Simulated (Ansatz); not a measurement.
Geometry relaxation of ZnO (part 2 of 2)

ZnO (P4₂/mnm, 8 atoms in the cell); DFT r2SCAN, scalar-relativistic, plane waves, PAW, no spin polarisation (Ansatz 0.2.0); cutoff 500 eV, 6×6×8 k-mesh, Gaussian smearing of 0.02 eV. The structure derives from a Materials Project entry.

Geometry of the input (Å; fractional positions):
```
5.5176  0.0000  0.0000
0.0000  5.5176  0.0000
0.0000  0.0000  3.2588
Zn 0.1820  0.1820  0.5000
Zn 0.8180  0.8180  0.5000
Zn 0.6820  0.3180  0.0000
Zn 0.3180  0.6820  0.0000
O  0.8172  0.1828  0.5000
O  0.1828  0.8172  0.5000
O  0.6828  0.6828  0.0000
O  0.3172  0.3172  0.0000
```

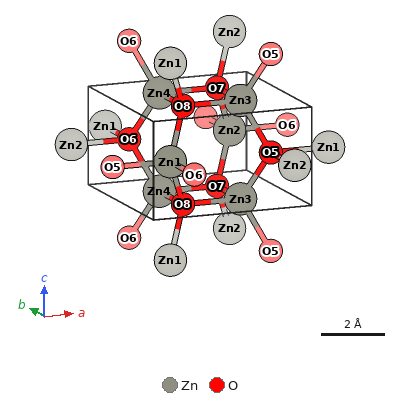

**Figure 1.** The geometry at step 2 of the log (ball-and-stick view of the cell of the calculation, seen slightly off an axis; neighbours outside the cell are drawn fainter; atoms are numbered from 1 in the order of the input).

What the program printed, continued:
```
SCF iter   1: F=—  HF=-15579.444756 eV  |F-HF|=—  |Δ(HF+E_count)|=         —  Δρ=2.15e-5  dr2=2.20e-7  dr2_τ=7.87e-8  ethr=1.05e-7  ⟨swp⟩=3.0  Hψ=14578  notcnv=0
preconditioner: auto → Resta (q_TF=auto, 2.588 Å⁻¹)  ε∞=6.6  [insulator: Δε(μ)=1.209 eV  Ē_g=13.351 eV  σ=0.020 eV  W_gap=1.00  n_scr=38 (ndim 8)  ℏωp=31.7 eV  f_vac=0.071  D(μ)=0.00/eV (n_scr^D=0)  ε∞_Penn≈6.6]
SCF iter   2: F=—  HF=-15579.444755 eV  |F-HF|=—  |Δ(HF+E_count)|=   4.33e-7  Δρ=1.30e-5  dr2=6.41e-8  dr2_τ=8.92e-9  ethr=3.05e-10  ⟨swp⟩=2.1  Hψ=4024  notcnv=0
SCF iter   3: F=—  HF=-15579.444755 eV  |F-HF|=—  |Δ(HF+E_count)|=   1.02e-8  Δρ=3.33e-6  dr2=5.99e-9  dr2_τ=1.11e-9  ethr=8.90e-11  ⟨swp⟩=2.9  Hψ=4277  notcnv=0
SCF iter   4: F=—  HF=-15579.444755 eV  |F-HF|=—  |Δ(HF+E_count)|=  1.80e-10  Δρ=1.46e-6  dr2=1.79e-9  dr2_τ=1.43e-10  ethr=8.32e-12  ⟨swp⟩=2.0  Hψ=3804  notcnv=0
SCF iter   5: F=—  HF=-15579.444755 eV  |F-HF|=—  |Δ(HF+E_count)|=  1.33e-10  Δρ=6.37e-7  dr2=5.05e-10  dr2_τ=1.33e-11  ethr=2.49e-12  ⟨swp⟩=2.0  Hψ=3783  notcnv=0
SCF iter   6: F=-15579.444755 eV  HF=-15579.444755 eV  |F-HF|=3.64e-12  |Δ(HF+E_count)|=  2.02e-10  Δρ=1.64e-7  dr2=4.38e-11  dr2_τ=9.59e-13  ethr=1.00e-12  ⟨swp⟩=3.2  Hψ=9723  notcnv=0
SCF 4 converged in 6 iterations: F = -15579.444755 eV  dr2 = 4.38e-11
relax step   4: F+E_penalty+E_count = -15579.44475522 eV  Δ(F+E_penalty+E_count) = +3.175e-4 eV  max|allowed force component| = 3.107e-3 eV/Å  Δτ_max = 0.0000 Å  P = +0.012 GPa  Ω = 98.730 Å³  stress off target by 1.28e-2 GPa  SCF on the basis re-selected at this cell (its energy is not comparable with the rows above)  (6 SCF iters)
basis re-selected at this cell: Δ(F+E_penalty+E_count) = +3.175e-4 eV, ΔP = +0.000 GPa vs the last step (what re-selecting the basis moved, of the pressure what is left beyond the Pulay correction that the steps carried, after the strain that the cell walked since its last selection, with what the two solves' SCF thresholds leave and, on support functions, any second-order correction that the steps lacked; it is no measure of the basis error at this ecutwfc). This SCF's stress stands 1.28e-2 GPa from its target on what of the cell is left free (relax.cell.stress_tol is 5.00e-2 GPa) and its largest allowed force component is 3.11e-3 eV/Å (relax.f_tol is 5.00e-3 eV/Å): within both
SCF converged after 6 iterations
Free energy (F): -15579.444755 eV
Harris-Foulkes:  -15579.444755 eV  (|F-HF|=3.64e-12)
Internal energy: -15579.444755 eV  (E = F + TS)
E sigma→0 (E₀):  -15579.444755 eV
Fermi energy:    7.096315 eV
--- Per-component energies (eV) ---
  E_band       = 60.918961
  E_kinetic    = 1225.279497
  E_local      = -8339.963628  (includes V_loc(G=0)·N_el)
  E_nonlocal   = 2685.124325
  E_hartree    = 3451.122414
  E_xc         = -785.188276
  E_vxc        = -631.210795  (∫ρ·V_xc dr)
  E_paw        = -8058.024123  (= ΣΔE_a)
  E_vpaw       = -1818.952704  (= ΣTr[D̂ρ^β])
  E_aug_tail   = 0.003856  (compensation charges beyond the density's cutoff)
  E_vtau       = 38.393873  (kinetic-family band-sum trace: ∫τ·v_τ [+ j·A + Jᵃ·Aᵃ] dr)
  E_ewald      = -5756.940583
  E_core_change = -0.858239  (= ΣΔE_core)
  E_smearing   = -0.000000  (= −TS)
  E_closure    = -0.000000  (closes the sum)
  Σ components = -15579.444755   (vs F -15579.444755, Δ=0.00e0)
--- Forces (eV/Å), atoms counted from 1 ---
  atom   1  Zn    -0.00310721    -0.00310721     0.00000000
  atom   2  Zn     0.00310721     0.00310721     0.00000000
  atom   3  Zn    -0.00310721     0.00310721     0.00000000
  atom   4  Zn     0.00310721    -0.00310721     0.00000000
  atom   5  O      0.00301509    -0.00301509     0.00000000
  atom   6  O     -0.00301509     0.00301509     0.00000000
  atom   7  O     -0.00301509    -0.00301509     0.00000000
  atom   8  O      0.00301509     0.00301509     0.00000000
  max |Σ_I F_I| component: 5.20e-18 eV/Å
--- Stress (GPa, compression-positive) ---
        0.012785       0.000000       0.000000
        0.000000       0.012785       0.000000
        0.000000       0.000000       0.011236
  P = ⅓ Tr σ = 0.0123 GPa (0.123 kbar)
--- Band table (eV; the first three rows and the last of 50) ---
  k-point 0: bands = ["-12.6584", "-11.9703", "-11.9703", "-11.8855", "0.0618", "0.2400", "0.3586", "0.6370", "0.6370", "0.8188", "0.8188", "0.9188", "1.2952", "1.4337", "1.4337", "1.6183", "1.6320", "1.7068", "1.8052", "2.0008", "2.0008", "2.0612", "2.1719", "2.2079", "2.2079", "2.8177", "3.0064", "3.0064", "4.0694", "5.2882", "5.5948", "5.5948", "5.9675", "6.2908", "6.2908", "6.4921", "7.7005", "12.3806", "12.3806", "13.9493", "14.3311", "15.5034", "15.9279", "17.5724"]
  k-point 1: bands = ["-12.5990", "-11.9405", "-11.9405", "-11.8826", "0.2179", "0.2478", "0.3616", "0.7026", "0.7026", "0.8099", "0.8099", "0.9387", "1.3319", "1.4547", "1.4547", "1.4686", "1.6636", "1.6955", "1.7805", "1.9282", "1.9946", "1.9946", "2.2116", "2.2116", "2.5772", "2.7991", "3.0390", "3.0390", "3.6554", "5.1022", "5.2629", "5.2629", "5.8626", "5.8947", "6.1851", "6.1851", "8.4880", "12.8299", "12.8299", "14.3554", "14.4737", "15.3589", "15.7830", "17.5313"]
  k-point 2: bands = ["-12.4406", "-11.8880", "-11.8674", "-11.8674", "0.1628", "0.5454", "0.5989", "0.7339", "0.7339", "0.9160", "0.9160", "0.9863", "1.2592", "1.4131", "1.5635", "1.5635", "1.6981", "1.7277", "1.7359", "1.8572", "1.9873", "1.9873", "2.1868", "2.1868", "2.6286", "2.9550", "3.0497", "3.0497", "3.2062", "4.4641", "4.6607", "4.6607", "5.0842", "5.6602", "5.8806", "5.8806", "9.8033", "13.8609", "13.8609", "14.4516", "15.0242", "15.2929", "15.3232", "17.3000"]
  k-point 49: bands = ["-12.0178", "-12.0178", "-11.7808", "-11.7808", "0.2375", "0.2375", "0.3680", "0.3680", "0.9351", "0.9351", "1.0542", "1.0542", "1.1072", "1.1072", "1.1717", "1.1717", "2.0085", "2.0085", "2.0377", "2.0377", "2.1156", "2.1156", "2.2385", "2.2385", "2.5367", "2.5367", "2.9044", "2.9044", "4.3146", "4.3146", "5.0327", "5.0327", "5.0721", "5.0721", "5.1003", "5.1003", "12.4804", "12.4804", "13.0529", "13.0529", "15.0781", "15.0781", "15.7786", "15.7786"]
--- Relaxed structure (3 steps of the walk, 3 accepted, 1 SCFs on fresh bases) ---
  F+E_penalty+E_count = -15579.44475522 eV   max|allowed force component| = 3.107e-3 eV/Å   (the final SCF, on the basis selected at the relaxed cell)
  cell:  # Å, volume = 98.7303 Å³
    - [5.511645224709457, 5.738673114702872e-35, 0.0]
    - [4.304004836027154e-35, 5.511645224709457, 0.0]
    - [0.0, 0.0, 3.2500358880467504]
  atoms:
    - { symbol: Zn, position: [0.18184317018767576, 0.18184317018767576, 0.5] }
    - { symbol: Zn, position: [0.8181568298123243, 0.8181568298123243, 0.5] }
    - { symbol: Zn, position: [0.6818431701876757, 0.31815682981232424, 0.0] }
    - { symbol: Zn, position: [0.31815682981232424, 0.6818431701876757, 0.0] }
    - { symbol: O, position: [0.8173756035288795, 0.18262439647112078, 0.5] }
    - { symbol: O, position: [0.18262439647112078, 0.8173756035288795, 0.5] }
    - { symbol: O, position: [0.6826243964711208, 0.6826243964711208, 0.0] }
    - { symbol: O, position: [0.3173756035288793, 0.3173756035288793, 0.0] }
```

Trajectory as extended XYZ (Å, eV, eV/Å), 4 frames, from step=1 to step=4:
```
8
Lattice="5.5176 0.0000 0.0000 0.0000 5.5176 0.0000 0.0000 0.0000 3.2588" Properties=species:S:1:pos:R:3:forces:R:3 step=1 energy=-15579.44360 pressure_GPa=-0.71
Zn    1.0040    1.0040    1.6294   -0.0075  -0.0075   0.0000
Zn    4.5135    4.5135    1.6294    0.0075   0.0075   0.0000
Zn    3.7628    1.7547    0.0000   -0.0075   0.0075   0.0000
Zn    1.7547    3.7628    0.0000    0.0075  -0.0075   0.0000
O     4.5092    1.0084    1.6294    0.0063  -0.0063   0.0000
O     1.0084    4.5092    1.6294   -0.0063   0.0063   0.0000
O     3.7671    3.7671    0.0000   -0.0063  -0.0063   0.0000
O     1.7504    1.7504    0.0000    0.0063   0.0063   0.0000
8
Lattice="5.5142 0.0000 0.0000 0.0000 5.5142 0.0000 0.0000 0.0000 3.2546" Properties=species:S:1:pos:R:3:forces:R:3 step=2 energy=-15579.44465 pressure_GPa=-0.34
Zn    1.0032    1.0032    1.6273   -0.0058  -0.0058   0.0000
Zn    4.5110    4.5110    1.6273    0.0058   0.0058   0.0000
Zn    3.7603    1.7539    0.0000   -0.0058   0.0058   0.0000
Zn    1.7539    3.7603    0.0000    0.0058  -0.0058   0.0000
O     4.5067    1.0074    1.6273    0.0051  -0.0051   0.0000
O     1.0074    4.5067    1.6273   -0.0051   0.0051   0.0000
O     3.7645    3.7645    0.0000   -0.0051  -0.0051   0.0000
O     1.7496    1.7496    0.0000    0.0051   0.0051   0.0000
8
Lattice="5.5116 0.0000 0.0000 0.0000 5.5116 0.0000 0.0000 0.0000 3.2500" Properties=species:S:1:pos:R:3:forces:R:3 step=3 energy=-15579.44507 pressure_GPa=0.01
Zn    1.0023    1.0023    1.6250   -0.0030  -0.0030   0.0000
Zn    4.5094    4.5094    1.6250    0.0030   0.0030   0.0000
Zn    3.7581    1.7536    0.0000   -0.0030   0.0030   0.0000
Zn    1.7536    3.7581    0.0000    0.0030  -0.0030   0.0000
O     4.5051    1.0066    1.6250    0.0030  -0.0030   0.0000
O     1.0066    4.5051    1.6250   -0.0030   0.0030   0.0000
O     3.7624    3.7624    0.0000   -0.0030  -0.0030   0.0000
O     1.7493    1.7493    0.0000    0.0030   0.0030   0.0000
8
Lattice="5.5116 0.0000 0.0000 0.0000 5.5116 0.0000 0.0000 0.0000 3.2500" Properties=species:S:1:pos:R:3:forces:R:3 step=4 energy=-15579.44476 pressure_GPa=0.01
Zn    1.0023    1.0023    1.6250   -0.0031  -0.0031   0.0000
Zn    4.5094    4.5094    1.6250    0.0031   0.0031   0.0000
Zn    3.7581    1.7536    0.0000   -0.0031   0.0031   0.0000
Zn    1.7536    3.7581    0.0000    0.0031  -0.0031   0.0000
O     4.5051    1.0066    1.6250    0.0030  -0.0030   0.0000
O     1.0066    4.5051    1.6250   -0.0030   0.0030   0.0000
O     3.7624    3.7624    0.0000   -0.0030  -0.0030   0.0000
O     1.7493    1.7493    0.0000    0.0030   0.0030   0.0000
```

Key numbers:

- outcome: converged
- space group (tolerance 0.01 Å): P4₂/mnm (136)
- electrons treated: 72
- free energy: −15579.4448 eV
- Fermi energy: 7.096 eV
- gap on the k-point mesh: 1.21 eV
- pressure: 0.01 GPa
- final volume: 98.73 Å³
- largest force (length of the vector) at the end: 0.004 eV/Å
- final cell: a = 5.512 Å, b = 5.512 Å, c = 3.250 Å, α = 90.00°, β = 90.00°, γ = 90.00°
- hardware: 2 threads of AMD EPYC (Zen 3), 64 GiB of memory available, shared host
- wall time: 71 s (CPU time 2.3 min)
- peak memory: 0.78 GiB
